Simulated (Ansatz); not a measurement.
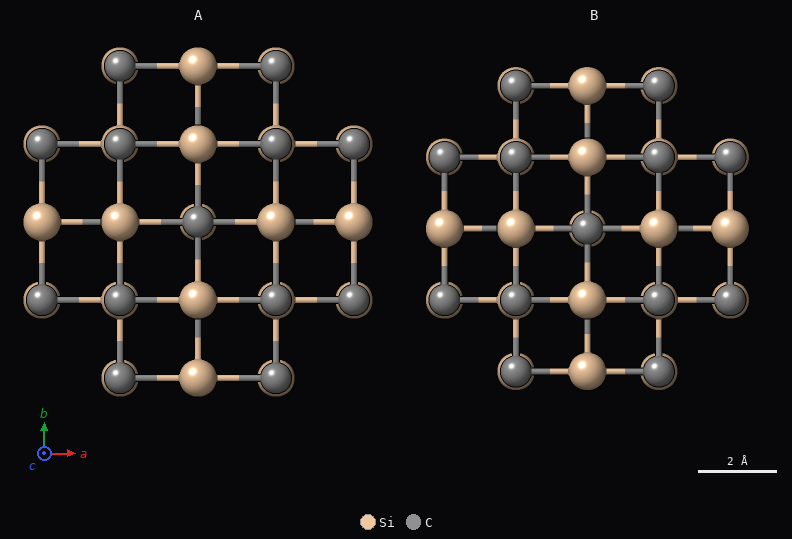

Two geometries of crystalline SiC (a generated structure, set up in Fm-3m) (coarse preliminary run), drawn at one scale. One is the start of a relaxation, the other its converged end. A ball-and-stick model of the conventional cell (4 times the calculation's cell), seen along the c axis. Lengths and directions refer to the drawn axes.

Computed with Ansatz 0.2.0, DFT PBEsol, scalar-relativistic, plane waves, PAW. Set-up: plane-wave cutoff 420 eV; k-point mesh 10 × 10 × 10; occupations gaussian; smearing width 0.1 eV; no spin polarisation; cell and atoms relaxed; force threshold 0.05 eV/Å; at most 60 steps.

Which one is relaxed?

Structure A is the relaxed one. Case: Ti → Si on all its sites, cell and atoms relaxed. No atom moves by more than 0.005 Å relative to the cell. The drawn cell changes as follows: a = b = c 3.694 → 4.034 Å (+9.2 %); the volume changes by +30.2 %. Some distances before and after: C–Si 1.847 → 2.017 Å. The space group stays Fm-3m (No. 225). The energy falls by 571 meV per atom in 5 accepted moves (7 points after the start). All forces vanish by symmetry, so only the cell relaxes. Pressure: 121.06 GPa at the start and 0.18 GPa at the end. The SCF was repeated twice at an unchanged geometry on a basis and grid sized afresh for the cell, which shifted the energy by 16.9 meV per atom at most.
